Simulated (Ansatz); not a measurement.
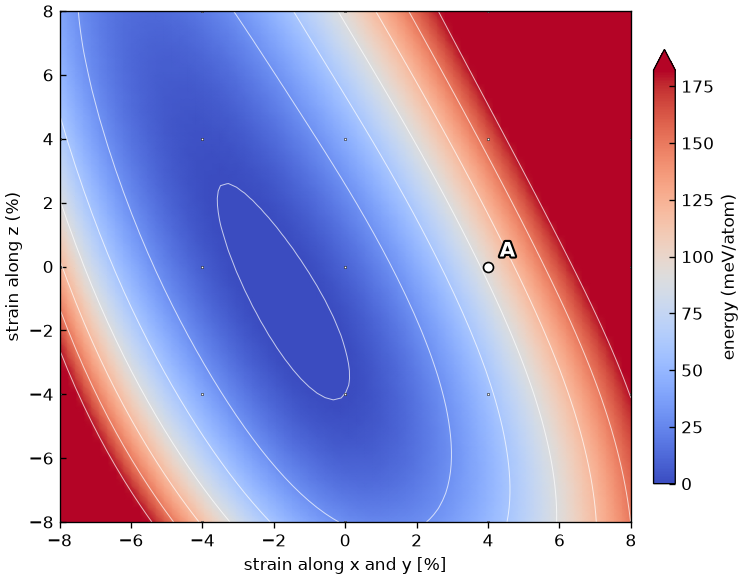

GaCo (Pm-3m, No. 221; 2 atoms in the cell). The cell is strained homogeneously, by one strain along x and y and another along z, with fractional coordinates fixed (x, y and z along the cube axes). The first coordinate is: strain along x and y; the second: strain along z. The scan uses a 5 × 5 grid. Points are written as (first, second). All energies are given in meV/atom relative to the lowest grid point. The runs have no spin polarisation; a magnetic state may lie lower. The reference cell is the one listed in the database, not relaxed at this level. All numbers below come from DFT PBEsol, scalar-relativistic, plane waves, PAW (Ansatz). Settings: cutoff 420 eV, k-mesh 16×16×16, gaussian smearing 0.15 eV, no spin polarisation.

Drawn: a smooth colour map with a few white contour lines, dots at the grid points, one colour for all values above the top of the scale, the point A. Between grid points the surface is interpolated.

Is A at rest? If not, where is it pushed?

A, at (4 %, 0 %), is not a stationary point. The computed force is 30 meV/atom for each 1 % towards smaller values of strain along x and y and 13 meV/atom for each 1 % towards smaller values of strain along z.
